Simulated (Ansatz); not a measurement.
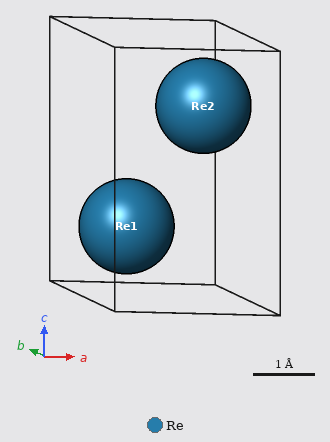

The input geometry (spheres-only view of the cell of the calculation, seen slightly off an axis; atoms are numbered from 1 in the order of the input).

## Band-structure calculation, with input and output: Re

System: Re (P6₃/mmc, 2 atoms in the cell).
Method: DFT PBE, scalar-relativistic, plane waves, PAW, no spin polarisation (Ansatz 0.2.0).

The structure derives from an entry of the Crystallography Open Database. Figures and captions count atoms from 1; the log counts them from 0 in places.

Input file
```yaml
crystal:
  lattice:
    - [2.7748870829, 0.0, 0.0]
    - [-1.3874435415, 2.4031227065, 0.0]
    - [0.0, 0.0, 4.4841279362]
  atoms:
    - { symbol: Re, position: [0.3333333333, 0.6666666667, 0.25] }
    - { symbol: Re, position: [0.6666666667, 0.3333333333, 0.75] }
basis:
  ecutwfc: 420
kpoints:
  mp_grid: { grid: [18, 18, 10] }
  band_path:
    path:
      - [[0.0, 0.0, 0.0], [0.5, 0.0, 0.0], [0.33333333, 0.33333333, 0.0], [0.0, 0.0, 0.0], [0.0, 0.0, 0.5], [0.5, 0.0, 0.5], [0.33333333, 0.33333333, 0.5], [0.0, 0.0, 0.5]]
      - [[0.5, 0.0, 0.5], [0.5, 0.0, 0.0]]
      - [[0.33333333, 0.33333333, 0.5], [0.33333333, 0.33333333, 0.0]]
    npoints: 14
hamiltonian:
  xc: pbe
scf:
  occupations: { method: gaussian, width: 0.1 }
  n_extra_bands: 6
output:
  forces: true
  stress: true
  eigenvalues: true
  populations: true
  dos: { projected: true, de: 0.02, nscf_kmesh: { grid: [27, 27, 15] } }
  bader: true
  write_density: true
  write_potential: true
  elf: true
  volumetric_format: npy
```

Run as:
```bash
ansatz run input.yaml --threads 1 --pin off --max-ram 2560MiB --backend cpu --events-out ev --progress --plain --runs-dir out
```

What the program printed
```
scf.n_extra_bands = 6 over 15 filled bands (N_el = 30.0): the run solves 21 bands
Engine: ansatz 0.2.0, aarch64-unknown-linux-gnu
Pseudopotentials: kind: paw
Pseudopotential: Re, paw, valence charge 15, recommended cutoff 420 eV (normal), Re.paw.azcp
Functional definition: PBE
  parameter kappa = 0.804
  parameter beta = 0.06672455060314922
  exchange = pbe_x(kappa = kappa, mu = beta*pi^2/3)
  correlation = pbe_c(beta = beta)
Crystal: 2 atoms, lattice volume = 29.902 Å³
Basis set: ecut = 420 eV, 579 PW (Γ), exchange–correlation on 40×40×60 points (8 copies of the dense FFT grid, shifted against one another)
Bands: 21, of which v1, the nominal top of the filled ones, is band 15 counted from 1 (14 counted from 0)
Symmetry: 24 space group operations
Space group: P63/mmc (ITA 194), of the structure as read, at distance tolerance 3.1e-5 Å
k-points: 222 of 3240
Non-local potential: Re, projectors of the file, l = 0: 3, l = 1: 2, l = 2: 2, l = 3: 1
PAW form: soft (Blöchl's): semilocal exchange-correlation on the pseudo side does not see the compensation charge
PAW one-centre angular grid: Re, 590 points (default); XC on 64 Gauss nodes
Initial density: superposition of atomic densities (neutral atoms: chi_scale 0, normalization atom), corrected by the library's trained network
Initial wavefunctions: pseudopotential atomic-orbital guess
Functional: x = pbe(κ = 0.804, μ = 0.2195149727645171), c = pbe(β = 0.06672455060314922)
SCF iter   1: F=—  HF=-21736.153351 eV  |F-HF|=—  |Δ(HF+E_count)|=         —  Δρ=7.74e-3  dr2=6.27e-3  ethr=1.77e-3  ⟨swp⟩=5.1  Hψ=21758  notcnv=0  defer=18
preconditioner: auto → none  [metal: Δε(μ)=0.008 eV  Ē_g=7.933 eV  σ=0.100 eV  W_gap=0.05  n_scr=8 (ndim 8)  ℏωp=25.4 eV  f_vac=0.000  D(μ)=1.64/eV (n_scr^D=22)  sad-step TF]
SCF iter   2: F=—  HF=-21736.155667 eV  |F-HF|=—  |Δ(HF+E_count)|=   2.32e-3  Δρ=4.64e-3  dr2=2.38e-3  ethr=2.09e-5  ⟨swp⟩=1.2  Hψ=6672  notcnv=0  defer=19
SCF iter   3: F=—  HF=-21736.156763 eV  |F-HF|=—  |Δ(HF+E_count)|=   1.10e-3  Δρ=2.52e-4  dr2=6.92e-6  ethr=7.94e-6  ⟨swp⟩=2.5  Hψ=5923  notcnv=0  defer=19
SCF iter   4: F=—  HF=-21736.156730 eV  |F-HF|=—  |Δ(HF+E_count)|=   3.29e-5  Δρ=5.09e-5  dr2=3.06e-7  ethr=2.31e-8  ⟨swp⟩=2.2  Hψ=7223  notcnv=0  defer=19
iter 5 did not close the SCF: its close was put off for the readings that it lacked (scf_convergence_deferred on its scf_iter line)
SCF iter   5: F=-21736.156730 eV  HF=-21736.156730 eV  |F-HF|=7.68e-9  |Δ(HF+E_count)|=   6.75e-8  Δρ=8.41e-6  dr2=1.46e-8  ethr=1.02e-9  ⟨swp⟩=3.0  Hψ=7990  notcnv=0  defer=19
SCF iter   6: F=-21736.156730 eV  HF=-21736.156730 eV  |F-HF|=2.55e-11  |Δ(HF+E_count)|=   4.07e-9  Δρ=2.54e-6  dr2=5.61e-10  ethr=4.87e-11  ⟨swp⟩=7.8  Hψ=26165  notcnv=0
SCF 1 converged in 6 iterations: F = -21736.156730 eV  dr2 = 5.61e-10
  greatest PAW one-centre occupation: 1.000 electrons in one spin orbital (limit 2), on the Re atom at site 1 (counted from 0), in its partial waves of l = 0
NSCF: frozen V_eff on 129 k-points
NSCF: frozen V_eff on 600 k-points
SCF converged after 6 iterations
Free energy (F): -21736.156730 eV
Harris-Foulkes:  -21736.156730 eV  (|F-HF|=2.55e-11)
Internal energy: -21736.148495 eV  (E = F + TS)
E sigma→0 (E₀):  -21736.152613 eV
Entropy (-TS):   -0.008235 eV (-4.117 meV/atom)
Fermi energy:    23.529203 eV
--- Per-component energies (eV) ---
  E_band       = -155.664658
  E_kinetic    = 1081.096323
  E_local      = -1541.382682  (includes V_loc(G=0)·N_el)
  E_nonlocal   = 96.833532
  E_hartree    = 551.186740
  E_xc         = -807.718719
  E_vxc        = -607.850091  (∫ρ·V_xc dr)
  E_paw        = -17317.842934  (= ΣΔE_a)
  E_vpaw       = -286.734921  (= ΣTr[D̂ρ^β])
  E_aug_tail   = -0.000151  (compensation charges beyond the density's cutoff)
  E_ewald      = -3798.320604
  E_smearing   = -0.008235  (= −TS)
  E_closure    = 0.000000  (closes the sum)
  Σ components = -21736.156730   (vs F -21736.156730, Δ=0.00e0)
--- Forces (eV/Å), atoms counted from 1 ---
  atom   1  Re    -0.00000000     0.00000000     0.00000000
  atom   2  Re     0.00000000    -0.00000000    -0.00000000
  max |Σ_I F_I| component: 9.25e-18 eV/Å
--- Stress (GPa, compression-positive) ---
       -0.016971       0.000000      -0.000000
        0.000000      -0.016971      -0.000000
       -0.000000      -0.000000       0.001927
  P = ⅓ Tr σ = -0.0107 GPa (-0.107 kbar)
--- Band table (eV; the first three rows and the last of 222) ---
  k-point 0: bands = ["-56.2419", "-56.1274", "-18.7218", "-17.7203", "-17.7203", "-17.5540", "-17.5540", "-17.5362", "13.7904", "17.0328", "22.0028", "22.0130", "22.0130", "22.8286", "22.8286", "23.7454", "23.7454", "24.1129", "26.8504", "26.8504", "33.3033"]
  k-point 1: bands = ["-56.2392", "-56.1303", "-18.6946", "-17.7163", "-17.7163", "-17.5672", "-17.5581", "-17.5581", "13.9089", "17.0381", "21.9321", "21.9534", "21.9534", "22.7544", "22.7544", "23.7724", "23.9126", "23.9126", "26.8642", "26.8642", "33.8001"]
  k-point 2: bands = ["-56.2311", "-56.1385", "-18.6150", "-17.7046", "-17.7046", "-17.6566", "-17.5700", "-17.5700", "14.2534", "17.0306", "21.7400", "21.8422", "21.8422", "22.5612", "22.5612", "22.9694", "24.3368", "24.3368", "26.8638", "26.8638", "35.0887"]
  k-point 221: bands = ["-56.1066", "-56.1066", "-18.4810", "-18.4810", "-18.2352", "-18.2352", "-17.7518", "-17.7518", "19.0876", "19.0876", "19.8938", "19.8938", "21.4264", "21.4264", "23.6154", "23.6154", "26.8414", "26.8414", "32.9189", "32.9189", "33.7067"]
--- Löwdin populations: 2 sites ---
  site symbol       q [e]
     0     Re     14.8443
     1     Re     14.8443
  spilling = 0.010378 (of n_electrons = 30.000000)
--- Bader charges: 2 sites ---
  site symbol  charge [e]  shift [e]
     0     Re      0.0000     0.0000
     1     Re      0.0000     0.0000
  estimated error of the sums over rays = 2.2e-4 e
```

File bader_charges.tsv
```
# site	symbol	x_ang	y_ang	z_ang	partial_charge_e	electrons	volume_ang3	relative_density_drop	shared_charge_e	partial_wave_shift_e
# quadrature_error_electrons = 2.2e-4
0	Re	0.0000	1.6021	1.1210	-0.00001	75.00001	14.95	-	-0.00001	0.00000
1	Re	1.3874	0.8010	3.3631	0.00001	74.99999	14.95	-	0.00001	0.00000
```

File populations.tsv
```
# site	symbol	l	j	q
# orbitals = lowdin
# n_electrons = 30.000000
# spilling = 0.010378
0	Re	0_5S	-	1.964295
0	Re	0_6S	-	0.932833
0	Re	1_5P	-	5.992627
0	Re	2_5D	-	5.954582
1	Re	0_5S	-	1.964295
1	Re	0_6S	-	0.932833
1	Re	1_5P	-	5.992627
1	Re	2_5D	-	5.954582
```

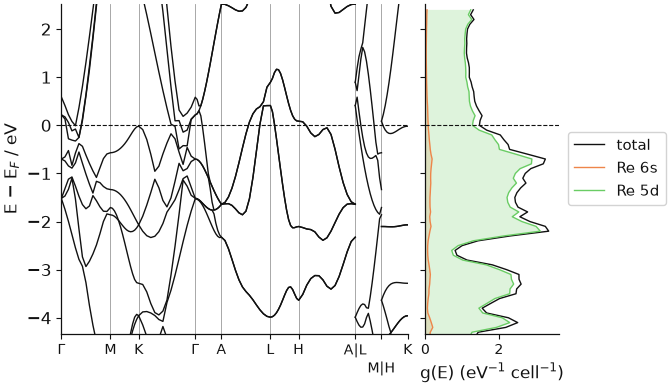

Band structure along Γ–M–K–Γ–A–L–H–A|L–M|H–K and density of states (projected on Löwdin-orthogonalised atomic shells), with energies from the Fermi level. Bands cross the Fermi level: a metal at this level of theory.

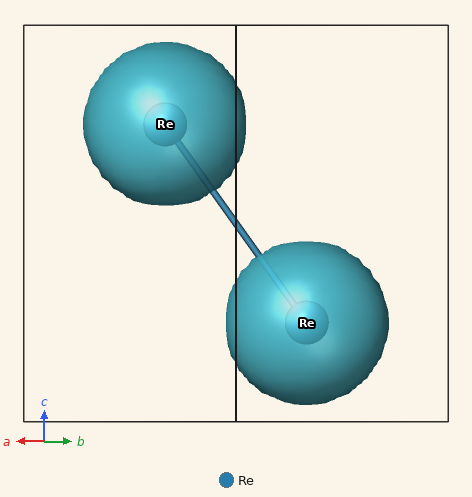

Isosurface of the valence charge density (pseudo) at 1 e/Å³ (cyan), seen along [110]. Sticks mark near contacts. The outline is the cell set on symmetry axes. At this value the density breaks into separate islands; it holds about 65 % of the electrons treated as valence (semicore included). It is pinched off along the Re–Re (2.76 Å) contacts. On the grid the lowest density along these lines, outside the cores, is 0.43 e/Å³ (Re–Re, 2.76 Å). Core electrons are frozen (PAW), so the fields are smoothed inside the atomic spheres.

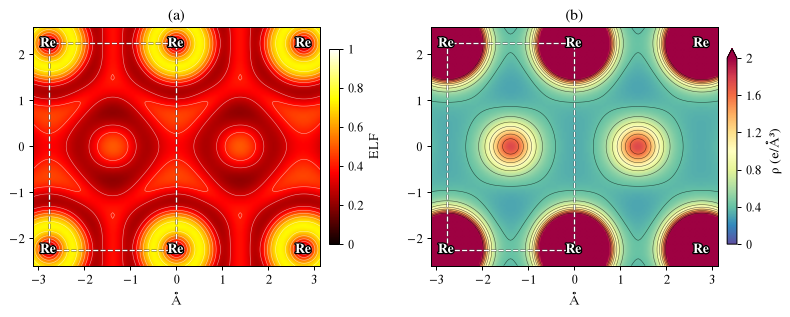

(a) ELF; (b) valence electron density on the (100) plane of the conventional cell. The section cuts through Re sites. Re–Re (2.77 Å): the density is about 0.41 e/Å³ at the midpoint; the ELF is about 0.40 at the midpoint (metallic bonding. Away from the nuclei the density in this plane falls to 0.31 e/Å³ at its lowest. The strong features right at Re lie inside the PAW spheres (semicore, d or f shells) and say nothing about bonding.

Key numbers

- outcome: converged
- space group (tolerance 0.01 Å): P6₃/mmc (194)
- electrons treated: 30
- free energy: −21736.1567 eV
- Fermi energy: 23.529 eV
- gap on the k-point mesh: none (metallic)
- pressure: −0.01 GPa
- largest force (length of the vector): under 0.001 eV/Å
- hardware: 1 thread of Arm Neoverse V1, 24 GiB of memory available, shared host
- wall time: 36 s
- peak memory: 0.45 GiB

Spin–orbit coupling is left out, which matters for Re.
